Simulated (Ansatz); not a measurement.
Geometry relaxation, with input and output: C7O (part 3 of 3)

The same run, continued: C7O (slab, 8 atoms in the cell); DFT PBE+D3(BJ), scalar-relativistic, plane waves, PAW, no spin polarisation (Ansatz 0.2.0); cutoff 420 eV, 12×12×1 k-mesh, Gaussian smearing of 0.05 eV. The structure derives from an entry of the Crystallography Open Database. The input holds or restrains some coordinates. It belongs to a series of runs on one base structure; here: CO put at a bridge C-C site.

Geometry of the input (Å; fractional positions):
```
2.4650  0.0000  0.0000
-1.2325  2.1348  0.0000
0.0000  0.0000  26.8487
C  0.6667  0.3333  0.3166
C  0.3333  0.6667  0.3166
C  0.3333  0.6667  0.4413
C  0.0000  0.0000  0.4414
C  0.0000  0.0000  0.5660
C  0.6667  0.3333  0.5661
C  0.8333  0.6667  0.6182
O  0.8333  0.6667  0.6611
```

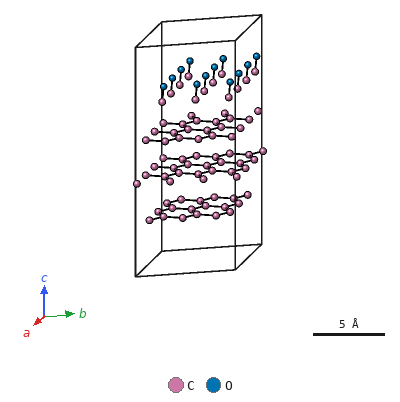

The geometry at step 20 of the log (ball-and-stick view of the 3 × 3 repeat of the cell, with the vacuum cut short, seen slightly off an axis).

**Trajectory as extended XYZ, continued**
```
8
Lattice="2.4650 0.0000 0.0000 -1.2325 2.1348 0.0000 0.0000 0.0000 26.8487" Properties=species:S:1:pos:R:3:forces:R:3 step=11 energy=-2319.01780
C     1.2325    0.7116    8.5000    0.0000   0.0212  -0.0535
C     0.0000    1.4232    8.5016    0.0000  -0.0098  -0.0730
C     0.0000    1.5824   11.6324    0.0000  -0.0430  -0.0358
C     0.0000    0.1582   11.6312    0.0000   0.0207   0.0259
C     0.0000   -0.0532   14.8123    0.0000   0.7689  -0.2689
C     1.2325    0.6643   14.6111    0.0000  -1.2290  -1.6961
C     1.2325    1.5152   16.1485    0.0000   0.1694   3.8114
O     1.2325    1.3249   17.3298    0.0000   0.3022  -1.7079
8
Lattice="2.4650 0.0000 0.0000 -1.2325 2.1348 0.0000 0.0000 0.0000 26.8487" Properties=species:S:1:pos:R:3:forces:R:3 step=12 energy=-2319.18893
C     1.2325    0.7116    8.5000    0.0000   0.0041  -0.1681
C     0.0000    1.4232    8.5016    0.0000   0.0184  -0.1620
C     0.0000    1.6501   11.4579    0.0000  -0.1028  -0.0225
C     0.0000    0.2253   11.4529    0.0000   0.0651   0.1736
C     0.0000   -0.0870   14.7038    0.0000   0.8411  -0.6325
C     1.2325    0.6390   14.4211    0.0000  -1.6259  -1.6808
C     1.2325    1.5636   16.0602    0.0000  -0.1411   5.5636
O     1.2325    1.3020   17.2384    0.0000   0.9411  -3.0691
8
Lattice="2.4650 0.0000 0.0000 -1.2325 2.1348 0.0000 0.0000 0.0000 26.8487" Properties=species:S:1:pos:R:3:forces:R:3 step=13 energy=-2319.51962
C     1.2325    0.7116    8.5000    0.0000   0.0043  -0.2758
C     0.0000    1.4232    8.5016    0.0000   0.0441  -0.2469
C     0.0000    1.7018   11.3608    0.0000  -0.1044  -0.1546
C     0.0000    0.2773   11.3452    0.0000   0.0390   0.3943
C     0.0000   -0.1448   14.5767    0.0000   0.2244  -0.3368
C     1.2325    0.5813   14.2357    0.0000  -1.3999  -0.4161
C     1.2325    1.6134   16.0497    0.0000  -0.0709   4.4489
O     1.2325    1.3429   17.2240    0.0000   1.2634  -3.4140
8
Lattice="2.4650 0.0000 0.0000 -1.2325 2.1348 0.0000 0.0000 0.0000 26.8487" Properties=species:S:1:pos:R:3:forces:R:3 step=14 energy=-2319.84194
C     1.2325    0.7116    8.5000    0.0000   0.0062  -0.2515
C     0.0000    1.4232    8.5016    0.0000   0.0299  -0.2355
C     0.0000    1.6924   11.3836    0.0000  -0.0288  -0.3997
C     0.0000    0.2691   11.3548    0.0000  -0.0206   0.5592
C     0.0000   -0.2067   14.5377    0.0000  -0.2202  -1.1943
C     1.2325    0.5065   14.2061    0.0000  -0.5843   1.1098
C     1.2325    1.6435   16.2072    0.0000  -0.0098   2.8807
O     1.2325    1.4608   17.3782    0.0000   0.8270  -2.4703
8
Lattice="2.4650 0.0000 0.0000 -1.2325 2.1348 0.0000 0.0000 0.0000 26.8487" Properties=species:S:1:pos:R:3:forces:R:3 step=15 energy=-2320.20583
C     1.2325    0.7116    8.5000    0.0000   0.0004  -0.2154
C     0.0000    1.4232    8.5016    0.0000   0.0274  -0.2043
C     0.0000    1.6760   11.4158    0.0000  -0.0140  -0.3981
C     0.0000    0.2533   11.3902    0.0000  -0.0377   0.4574
C     0.0000   -0.2688   14.4907    0.0000  -0.4882  -2.0189
C     1.2325    0.4300   14.2422    0.0000   0.2038   1.2385
C     1.2325    1.6620   16.3581    0.0000   0.0295   2.8656
O     1.2325    1.5936   17.5237    0.0000   0.2791  -1.7227
8
Lattice="2.4650 0.0000 0.0000 -1.2325 2.1348 0.0000 0.0000 0.0000 26.8487" Properties=species:S:1:pos:R:3:forces:R:3 step=16 energy=-2320.63054
C     1.2325    0.7116    8.5000    0.0000   0.0113  -0.1926
C     0.0000    1.4232    8.5016    0.0000   0.0155  -0.1748
C     0.0000    1.6549   11.4501    0.0000  -0.0011  -0.5345
C     0.0000    0.2330   11.4200    0.0000  -0.0561   0.4673
C     0.0000   -0.3034   14.4354    0.0000  -0.7004  -2.7334
C     1.2325    0.3882   14.2552    0.0000   0.6481   1.3874
C     1.2325    1.6590   16.5327    0.0000   0.1966   3.6603
O     1.2325    1.6896   17.6935    0.0000  -0.1141  -1.8774
8
Lattice="2.4650 0.0000 0.0000 -1.2325 2.1348 0.0000 0.0000 0.0000 26.8487" Properties=species:S:1:pos:R:3:forces:R:3 step=17 energy=-2321.03595
C     1.2325    0.7116    8.5000    0.0000   0.0252  -0.1717
C     0.0000    1.4232    8.5016    0.0000  -0.0063  -0.1521
C     0.0000    1.6334   11.4814    0.0000   0.0909  -0.7390
C     0.0000    0.2125   11.4430    0.0000  -0.1317   0.5452
C     0.0000   -0.3243   14.3832    0.0000  -1.3304  -2.4490
C     1.2325    0.3567   14.2483    0.0000   1.3752   1.4478
C     1.2325    1.6451   16.7127    0.0000   0.4806   4.1689
O     1.2325    1.7724   17.8702    0.0000  -0.5038  -2.6494
8
Lattice="2.4650 0.0000 0.0000 -1.2325 2.1348 0.0000 0.0000 0.0000 26.8487" Properties=species:S:1:pos:R:3:forces:R:3 step=18 energy=-2321.34390
C     1.2325    0.7116    8.5000    0.0000   0.0173  -0.1744
C     0.0000    1.4232    8.5016    0.0000   0.0002  -0.1525
C     0.0000    1.6145   11.4785    0.0000   0.1050  -0.8325
C     0.0000    0.1937   11.4384    0.0000  -0.1407   0.5552
C     0.0000   -0.3341   14.3100    0.0000  -1.5279  -1.3398
C     1.2325    0.3459   14.2342    0.0000   1.5821   1.0691
C     1.2325    1.6287   16.9036    0.0000   0.8677   4.3573
O     1.2325    1.8229   18.0591    0.0000  -0.9037  -3.4831
8
Lattice="2.4650 0.0000 0.0000 -1.2325 2.1348 0.0000 0.0000 0.0000 26.8487" Properties=species:S:1:pos:R:3:forces:R:3 step=19 energy=-2321.59087
C     1.2325    0.7116    8.5000    0.0000   0.0058  -0.1883
C     0.0000    1.4232    8.5016    0.0000   0.0066  -0.1549
C     0.0000    1.5669   11.4564    0.0000   0.0451  -0.4649
C     0.0000    0.1449   11.4359    0.0000  -0.0822   0.3338
C     0.0000   -0.2953   14.3344    0.0000  -0.7101  -0.4329
C     1.2325    0.4016   14.3115    0.0000   0.7599   0.3477
C     1.2325    1.6289   17.1014    0.0000   0.6279   3.5211
O     1.2325    1.7838   18.2552    0.0000  -0.6533  -2.9625
8
Lattice="2.4650 0.0000 0.0000 -1.2325 2.1348 0.0000 0.0000 0.0000 26.8487" Properties=species:S:1:pos:R:3:forces:R:3 step=20 energy=-2321.73630
C     1.2325    0.7116    8.5000    0.0000  -0.0009  -0.1673
C     0.0000    1.4232    8.5016    0.0000   0.0075  -0.1333
C     0.0000    1.5266   11.4745    0.0000  -0.0075  -0.1630
C     0.0000    0.1036   11.4706    0.0000  -0.0236   0.0924
C     0.0000   -0.2660   14.4088    0.0000  -0.0811  -0.1747
C     1.2325    0.4430   14.3998    0.0000   0.1248   0.1772
C     1.2325    1.6487   17.3004    0.0000   0.3211   2.0315
O     1.2325    1.7561   18.4454    0.0000  -0.3402  -1.6625
8
Lattice="2.4650 0.0000 0.0000 -1.2325 2.1348 0.0000 0.0000 0.0000 26.8487" Properties=species:S:1:pos:R:3:forces:R:3 step=21 energy=-2321.81655
C     1.2325    0.7116    8.5000    0.0000  -0.0034  -0.1629
C     0.0000    1.4232    8.5016    0.0000   0.0065  -0.1264
C     0.0000    1.4940   11.4778    0.0000  -0.0456   0.1094
C     0.0000    0.0701   11.4875    0.0000   0.0220  -0.0882
C     0.0000   -0.2361   14.4858    0.0000   0.3881   0.0080
C     1.2325    0.4817   14.4871    0.0000  -0.3538   0.0187
C     1.2325    1.6637   17.4934    0.0000   0.1193   0.5694
O     1.2325    1.7279   18.6290    0.0000  -0.1332  -0.3323
8
Lattice="2.4650 0.0000 0.0000 -1.2325 2.1348 0.0000 0.0000 0.0000 26.8487" Properties=species:S:1:pos:R:3:forces:R:3 step=22 energy=-2321.86694
C     1.2325    0.7116    8.5000    0.0000  -0.0027  -0.1090
C     0.0000    1.4232    8.5016    0.0000   0.0024  -0.0891
C     0.0000    1.4501   11.5523    0.0000  -0.0352   0.0728
C     0.0000    0.0263   11.5600    0.0000   0.0214  -0.0734
C     0.0000   -0.1755   14.6131    0.0000   0.2984   0.0199
C     1.2325    0.5408   14.6150    0.0000  -0.2735   0.0079
C     1.2325    1.6524   17.6919    0.0000   0.0679   0.2618
O     1.2325    1.6945   18.8261    0.0000  -0.0784  -0.0919
8
Lattice="2.4650 0.0000 0.0000 -1.2325 2.1348 0.0000 0.0000 0.0000 26.8487" Properties=species:S:1:pos:R:3:forces:R:3 step=23 energy=-2321.89797
C     1.2325    0.7116    8.5000    0.0000  -0.0010  -0.0934
C     0.0000    1.4232    8.5016    0.0000   0.0002  -0.0814
C     0.0000    1.4297   11.5797    0.0000  -0.0139  -0.0135
C     0.0000    0.0062   11.5808    0.0000   0.0063   0.0449
C     0.0000   -0.1329   14.6967    0.0000   0.0427  -0.0133
C     1.2325    0.5789   14.6955    0.0000  -0.0269   0.0648
C     1.2325    1.6435   17.8813    0.0000   0.0381   0.0323
O     1.2325    1.6696   19.0146    0.0000  -0.0455   0.0596
8
Lattice="2.4650 0.0000 0.0000 -1.2325 2.1348 0.0000 0.0000 0.0000 26.8487" Properties=species:S:1:pos:R:3:forces:R:3 step=24 energy=-2321.92139
C     1.2325    0.7116    8.5000    0.0000   0.0020  -0.0513
C     0.0000    1.4232    8.5016    0.0000  -0.0028  -0.0540
C     0.0000    1.4040   11.6620    0.0000  -0.0063  -0.0034
C     0.0000   -0.0193   11.6635    0.0000   0.0042   0.0234
C     0.0000   -0.0844   14.8515    0.0000  -0.0237   0.1192
C     1.2325    0.6264   14.8593    0.0000   0.0328  -0.1087
C     1.2325    1.6348   18.0695    0.0000  -0.0104  -0.0832
O     1.2325    1.6343   19.2023    0.0000   0.0043   0.1581
8
Lattice="2.4650 0.0000 0.0000 -1.2325 2.1348 0.0000 0.0000 0.0000 26.8487" Properties=species:S:1:pos:R:3:forces:R:3 step=25 energy=-2321.93372
C     1.2325    0.7116    8.5000    0.0000   0.0039  -0.0236
C     0.0000    1.4232    8.5016    0.0000  -0.0046  -0.0356
C     0.0000    1.3933   11.7348    0.0000   0.0083  -0.0504
C     0.0000   -0.0298   11.7343    0.0000  -0.0080   0.0361
C     0.0000   -0.0475   14.9414    0.0000  -0.1819   0.1367
C     1.2325    0.6605   14.9490    0.0000   0.1862  -0.0911
C     1.2325    1.6180   18.2615    0.0000  -0.0278  -0.0124
O     1.2325    1.6068   19.3952    0.0000   0.0239   0.0408
8
Lattice="2.4650 0.0000 0.0000 -1.2325 2.1348 0.0000 0.0000 0.0000 26.8487" Properties=species:S:1:pos:R:3:forces:R:3 step=26 energy=-2321.94090
C     1.2325    0.7116    8.5000    0.0000   0.0050  -0.0137
C     0.0000    1.4232    8.5016    0.0000  -0.0052  -0.0308
C     0.0000    1.3822   11.7630    0.0000   0.0179  -0.0135
C     0.0000   -0.0407   11.7626    0.0000  -0.0159   0.0528
C     0.0000   -0.0073   15.1237    0.0000  -0.2667   0.0665
C     1.2325    0.6993   15.1287    0.0000   0.2681  -0.0845
C     1.2325    1.5955   18.4544    0.0000  -0.0415   0.0371
O     1.2325    1.5772   19.5885    0.0000   0.0384  -0.0149
8
Lattice="2.4650 0.0000 0.0000 -1.2325 2.1348 0.0000 0.0000 0.0000 26.8487" Properties=species:S:1:pos:R:3:forces:R:3 step=27 energy=-2321.94447
C     1.2325    0.7116    8.5000    0.0000   0.0052   0.0206
C     0.0000    1.4232    8.5016    0.0000  -0.0053  -0.0065
C     0.0000    1.3884   11.9068    0.0000   0.0126   0.0095
C     0.0000   -0.0346   11.9095    0.0000  -0.0097  -0.0333
C     0.0000    0.0242   15.2532    0.0000  -0.1607  -0.0483
C     1.2325    0.7329   15.2506    0.0000   0.1595   0.0567
C     1.2325    1.5541   18.6451    0.0000  -0.0070  -0.0358
O     1.2325    1.5519   19.7789    0.0000   0.0051   0.0377
8
Lattice="2.4650 0.0000 0.0000 -1.2325 2.1348 0.0000 0.0000 0.0000 26.8487" Properties=species:S:1:pos:R:3:forces:R:3 step=28 energy=-2321.94522
C     1.2325    0.7116    8.5000    0.0000   0.0027   0.0122
C     0.0000    1.4232    8.5016    0.0000  -0.0028  -0.0126
C     0.0000    1.4020   11.8687    0.0000   0.0025   0.0292
C     0.0000   -0.0212   11.8720    0.0000  -0.0009  -0.0318
C     0.0000    0.0160   15.2390    0.0000  -0.0064   0.0403
C     1.2325    0.7275   15.2416    0.0000   0.0061  -0.0330
C     1.2325    1.5437   18.6582    0.0000   0.0017   0.0103
O     1.2325    1.5455   19.7924    0.0000  -0.0030  -0.0147
8
Lattice="2.4650 0.0000 0.0000 -1.2325 2.1348 0.0000 0.0000 0.0000 26.8487" Properties=species:S:1:pos:R:3:forces:R:3 step=29 energy=-2321.94537
C     1.2325    0.7116    8.5000    0.0000   0.0016   0.0124
C     0.0000    1.4232    8.5016    0.0000  -0.0016  -0.0126
C     0.0000    1.4102   11.8699    0.0000   0.0010   0.0005
C     0.0000   -0.0129   11.8713    0.0000   0.0003  -0.0010
C     0.0000    0.0144   15.2475    0.0000   0.0014   0.0002
C     1.2325    0.7260   15.2479    0.0000  -0.0013   0.0020
C     1.2325    1.5377   18.6535    0.0000  -0.0008  -0.0025
O     1.2325    1.5383   19.7876    0.0000  -0.0005   0.0010
```

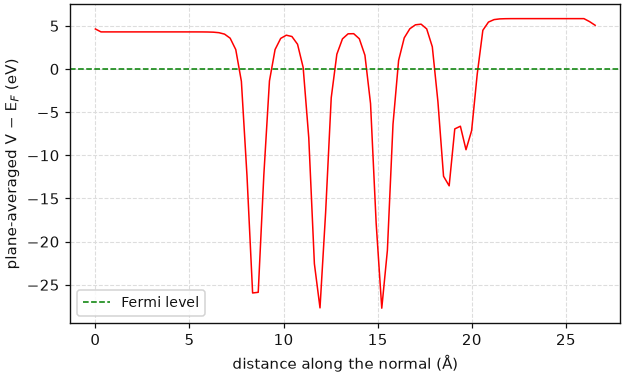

Plane average of the electrostatic potential energy of an electron across the cell, from the Fermi level. The vacuum level lies 5.84 eV above the Fermi level on the upper side and 4.30 eV on the lower.

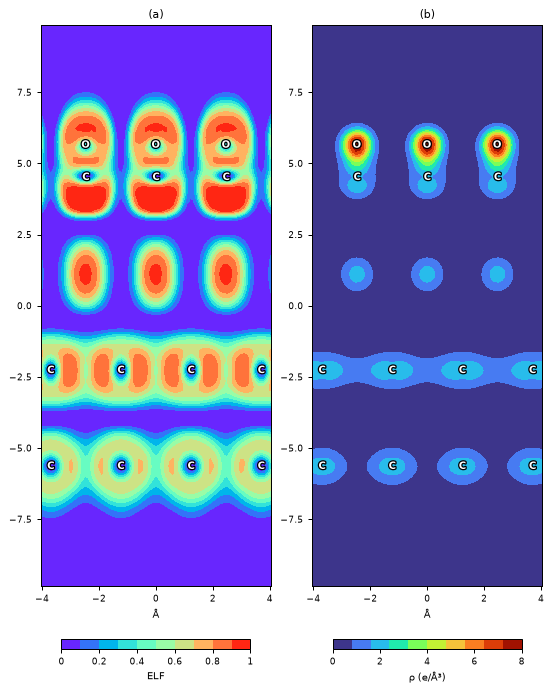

(a) electron localisation function; (b) valence pseudo-density on the (010) plane of the calculation cell, a cut from vacuum to vacuum. C–O (1.13 Å): ρ is about 4.1 e/Å³ halfway; the ELF peaks at about 0.85 between the atoms (inside overlapping PAW spheres, so only a guide) (a multiple bond by its length, whose ELF region spreads away from the axis). The density dies away to nearly zero in the vacuum. Core electrons are frozen (PAW), so the fields are smoothed inside the atomic spheres.

**Summary**

| quantity | value |
| --- | --- |
| outcome | converged under the restraints of the input |
| electrons treated | 34 |
| free energy | −2321.9454 eV |
| work function, top face | 5.84 eV |
| work function, bottom face | 4.30 eV |
| Fermi energy | 0.799 eV |
| gap on the k-point mesh | none (metallic) |
| final volume | 141.29 Å³ |
| work function (upper face) | 5.84 eV |
| largest force (length of the vector) at the end, held atoms and coordinates included | 0.013 eV/Å |
| wall time | 7.4 min |
| peak memory | 0.53 GiB |

**Remarks**

Warnings of the run: the exchange-correlation potential is rough where the density is thin.
